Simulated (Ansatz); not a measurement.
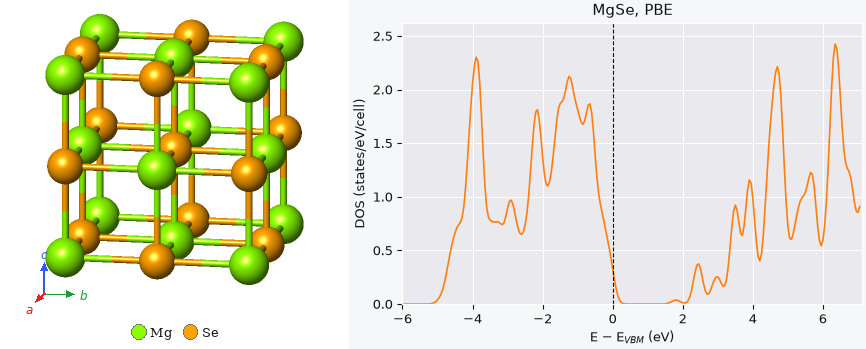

Density of states, beside the structure. Energies are counted from the top of the valence band. The curve is built from the levels of the k mesh with Gaussians 0.3 eV wide, which also blur the band edges.

Structure: MgSe, space group Fm-3m (No. 225), 2 atoms in the cell, rocksalt type; a = 3.87 Å, b = 3.87 Å, c = 3.87 Å, α = 60.00°, β = 60.00°, γ = 60.00°.

Computed with Ansatz: DFT, PBE, plane waves, PAW, no spin polarisation, 8×8×8 k mesh, Fermi-Dirac smearing of 0.02 eV.

Q: Metal or insulator, going by the density of states?

A: There is a gap; over the k points computed it is 1.80 eV (indirect; the smallest direct gap is 2.53 eV).

Q: How wide is the upper valence band?

A: The upper group of valence states starts about 4.9 eV under the valence-band top, with a gap beneath it; it holds about 6 electrons a cell.
